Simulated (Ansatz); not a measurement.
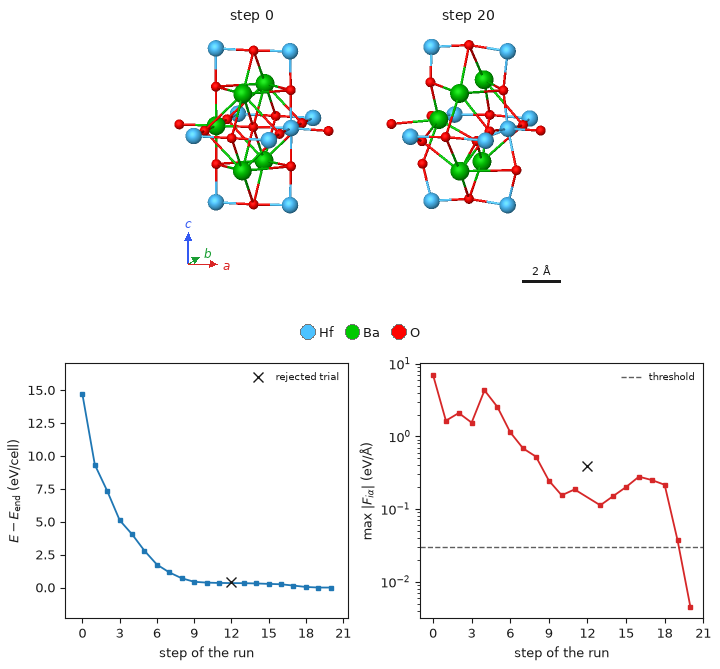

First and last geometry of a relaxation of a defect cell of composition Hf₈Ba₈O₂₄, with the history of the run. Style: ball-and-stick. Shown: the atoms within 5.0 Å of the atom that moves most (axes of the cell of the calculation (origin shifted)), slightly off an axis.

Level of theory: DFT, PBEsol, PAW, plane waves in Ansatz. Set-up: plane-wave cutoff 420 eV; k-point mesh 1 × 1 × 1; mesh shifted by (0.25, 0.25, 0.25); no spin polarisation; atoms relaxed in a fixed cell; force threshold 0.03 eV/Å; at most 80 steps.

Did the run converge, and what did it change?

It converged. The largest moves, 0.85 Å, are those of O atoms. By element the largest moves are O 0.85 Å, Hf 0.75 Å, Ba 0.51 Å. The cell stays as it was. Near-neighbour distances that change, for instance: Ba–O 2.950 → 3.793 Å, Ba–O 2.939 → 3.705 Å, Ba–O 2.910 → 3.667 Å, Ba–O 2.973 → 3.705 Å. Bond angles that change, for instance: Hf–O–Ba 179.4° → 131.4°, O–Ba–O 179.7° → 141.7°, O–Ba–O 178.9° → 141.7°. Over 19 accepted moves (20 points after the start) the energy falls by 14.690 eV per cell of the calculation. Largest force component: 7 eV/Å at the start, 0.0045 eV/Å at the end. The line search rejected the trial step at point 12 of the run. The run took 120 s on 8 threads of Intel(R) Xeon(R) Platinum 8259CL CPU @ 2.50GHz, peak memory 1.3 GiB.

Limits of the set-up: the periodic images lie only 8.3 Å apart, so the values are limited by the cell's size.
